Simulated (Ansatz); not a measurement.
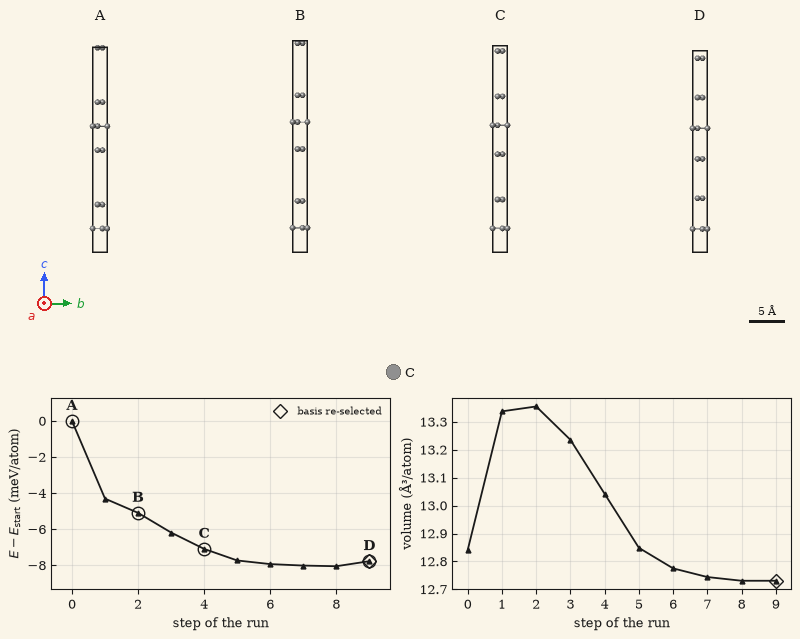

Frames of a relaxation of crystalline C (set up in P6_3mc), marked on the history of the run. The picture is a ball-and-stick view of the cell of the calculation, seen along the a axis.

These are results of DFT PBE, scalar-relativistic, plane waves, PAW (Ansatz), not measurements.

Input
```yaml
crystal:
  lattice:
    - [2.4562499605, 0.0, 0.0]
    - [-1.2281249803, 2.1271748638, 0.0]
    - [0.0, 0.0, 29.4918787]
  atoms:
    - { symbol: C, position: [0.66666667, 0.33333333, 0.9983718] }
    - { symbol: C, position: [0.66666667, 0.33333333, 0.49837191] }
    - { symbol: C, position: [0.66666667, 0.33333333, 0.73278795] }
    - { symbol: C, position: [0.66666667, 0.33333333, 0.23279033] }
    - { symbol: C, position: [0.0, 0.0, 0.61583799] }
    - { symbol: C, position: [0.33333333, 0.66666667, 0.23278795] }
    - { symbol: C, position: [0.0, 0.0, 0.11583799] }
    - { symbol: C, position: [0.66666667, 0.33333333, 0.61584001] }
    - { symbol: C, position: [0.33333333, 0.66666667, 0.73279033] }
    - { symbol: C, position: [0.33333333, 0.66666667, 0.11584001] }
    - { symbol: C, position: [0.33333333, 0.66666667, 0.4983718] }
    - { symbol: C, position: [0.33333333, 0.66666667, 0.99837191] }
basis:
  ecutwfc: 420
kpoints:
  mp_grid: { grid: [18, 18, 2] }
hamiltonian:
  xc: pbe
scf:
  occupations: { method: gaussian, width: 0.1 }
output:
  forces: true
  stress: true
  eigenvalues: true
  write_density: true
  write_potential: true
  elf: true
  volumetric_format: npy
relax:
  adjacent_minimum: "off"
  f_tol: 0.005
  max_steps: 80
  cell: { stress_tol: 0.05 }
```

Command:
```bash
ansatz run input.yaml --threads 4 --pin off --max-ram 12288MiB --backend cpu --events-out ev --progress --plain --runs-dir out
```

What happens along the run?

After 8 accepted moves (9 points after the start) the energy has fallen by 7.8 meV per atom. The largest force component goes from 0.046 to 0.00068 eV/Å. The pressure goes from 2.69 to −0.02 GPa. The SCF was repeated once at an unchanged geometry on a basis and grid sized afresh for the cell, which shifted the energy by 0.3 meV per atom at most. The largest moves relative to the cell, 1.02 Å, are those of 8 atoms (C1, C2, C3, C4 and others). C3 goes along +c. The drawn cell changes as follows: a = b 2.456 → 2.467 Å (+0.4 %), c 29.492 → 28.994 Å (−1.7 %); the volume changes by −0.9 %. Near-neighbour distances that change, for instance: C1–C12 1.418 → 1.424 Å. The space group (tolerance 0.01 Å) goes from P6_3mc (No. 186) to P6_3/mmc (No. 194). From step 0 to 2: C atoms move most (0.30 Å), volume +4.0 %, energy −5.1 meV per atom. From step 2 to 4: C atoms move most (0.38 Å), volume −2.3 %, energy −2.0 meV per atom. From step 4 to 9: C atoms move most (0.36 Å), volume −2.4 %, energy −0.7 meV per atom.
